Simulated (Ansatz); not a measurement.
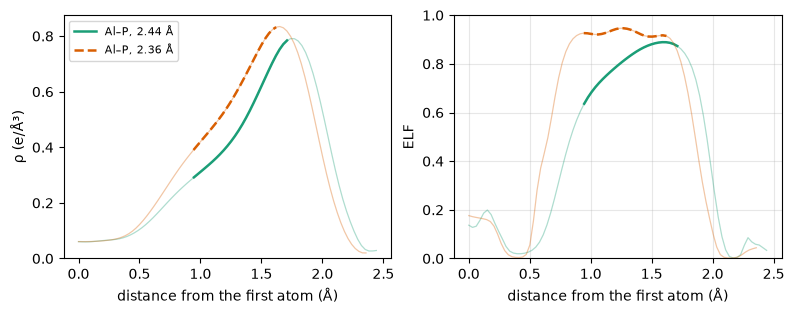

Figure. Al$_{16}$P$_{17}$ (cell with a defect). Valence pseudo-density and ELF along straight lines between neighbouring atoms. Thin, pale parts lie inside the atomic spheres.

Spin-polarised.

These are results of DFT PBE, scalar-relativistic, plane waves, PAW in Ansatz 0.2.0, not measurements.

In a PAW calculation such maps are meaningful between the atoms, not at the nuclei.

The calculation's input:

```
crystal:
  lattice:
    - [5.5073398859, 5.5073398859, -5.5073398859]
    - [-5.5073398859, -5.5073398859, -5.5073398859]
    - [-5.5073398859, 5.5073398859, 5.5073398859]
  atoms:
    - { symbol: Al, position: [0.25, 0.0, 0.75] }
    - { symbol: Al, position: [0.5, 0.75, 0.75] }
    - { symbol: Al, position: [0.7447889759, 0.4979647079, 0.7351504386], spin: 0.091 }
    - { symbol: Al, position: [0.75, 0.0, 0.25] }
    - { symbol: Al, position: [-0.0024402653, 1.0020418736, -0.0081348317], spin: 0.091 }
    - { symbol: Al, position: [0.250524581, 0.7453205545, 0.0022684965], spin: 0.091 }
    - { symbol: Al, position: [0.5, 0.5, 0.0] }
    - { symbol: Al, position: [0.75, 0.25, 0.0] }
    - { symbol: Al, position: [0.0, 0.25, 0.75] }
    - { symbol: Al, position: [0.5, 0.0, 0.5] }
    - { symbol: Al, position: [0.75, 0.75, 0.5] }
    - { symbol: Al, position: [0.0058951134, 0.7476715363, 0.2601403434], spin: 0.091 }
    - { symbol: Al, position: [0.25, 0.5, 0.25] }
    - { symbol: Al, position: [0.5, 0.25, 0.25] }
    - { symbol: Al, position: [0.0, 0.5, 0.5] }
    - { symbol: Al, position: [0.25, 0.25, 0.5] }
    - { symbol: P, position: [0.2406892038, 0.9973584721, -0.0023905651], spin: 0.091 }
    - { symbol: P, position: [0.5, 0.75, 0.0] }
    - { symbol: P, position: [0.7652339012, 0.4999398045, 0.0076014245], spin: 0.091 }
    - { symbol: P, position: [0.75, 0.0, 0.5] }
    - { symbol: P, position: [-0.0034704703, 1.0080176799, 0.2533501693], spin: 0.091 }
    - { symbol: P, position: [0.2520132825, 0.7475592823, 0.2547256863], spin: 0.091 }
    - { symbol: P, position: [0.5, 0.5, 0.25] }
    - { symbol: P, position: [0.75, 0.25, 0.25] }
    - { symbol: P, position: [0.0, 0.25, 0.0] }
    - { symbol: P, position: [0.5, 1.0, 0.75] }
    - { symbol: P, position: [0.745553878, 0.7539197585, 0.7440432168], spin: 0.091 }
    - { symbol: P, position: [0.0, 0.75, 0.5] }
    - { symbol: P, position: [0.25, 0.5, 0.5] }
    - { symbol: P, position: [0.5, 0.25, 0.5] }
    - { symbol: P, position: [0.0051097235, 0.5060176642, 0.7513408445], spin: 0.091 }
    - { symbol: P, position: [0.25, 0.25, 0.75] }
    - { symbol: P, position: [-0.0104761246, 0.7480714226, -0.0032488369], spin: 0.091 }
  host:
    lattice:
      - [0.0, 2.7536699429, 2.7536699429]
      - [2.7536699429, 0.0, 2.7536699429]
      - [2.7536699429, 2.7536699429, 0.0]
    atoms:
      - { symbol: Al, position: [0.0, 0.0, 0.0] }
      - { symbol: P, position: [0.75, 0.75, 0.75] }
basis:
  ecutwfc: 420
  xc_grid: 2
kpoints:
  mp_grid: { grid: [2, 2, 2], shift: [0.5, 0.5, 0.5] }
hamiltonian:
  xc: pbe
scf:
  occupations: { method: gaussian, width: 0.01 }
output:
  forces: true
  stress: false
  eigenvalues: true
  populations: true
  charged_corrections:
    defect_position: [0.0, 0.75, 0.0]
    epsilon: [[10.3826, 0.0, 0.0], [0.0, 10.3826, 0.0], [0.0, 0.0, 10.3826]]
  write_density: true
  write_potential: true
  elf: true
  volumetric_format: npy
magnetization:
  spin_polarized: true
relax:
  adjacent_minimum: "off"
  f_tol: 0.025
  max_steps: 45
```

Command:

```sh
ansatz run input.yaml --threads 4 --pin off --max-ram 10240MiB --backend cpu --events-out ev --progress --plain --runs-dir out
```

The fields are those of the run's last geometry, not of the input's.

Q: Compare the contacts.

A: Al–P (2.44 Å): the density is about 0.4 e/Å³ at the midpoint; the ELF peaks at about 0.90 in the valence shell of P, 0.9 Å from its nucleus, and is about 0.80 at the midpoint.
Al–P (2.36 Å): ρ is about 0.52 e/Å³ halfway; the ELF peaks at about 0.95 between the atoms; localised, covalent bonding.
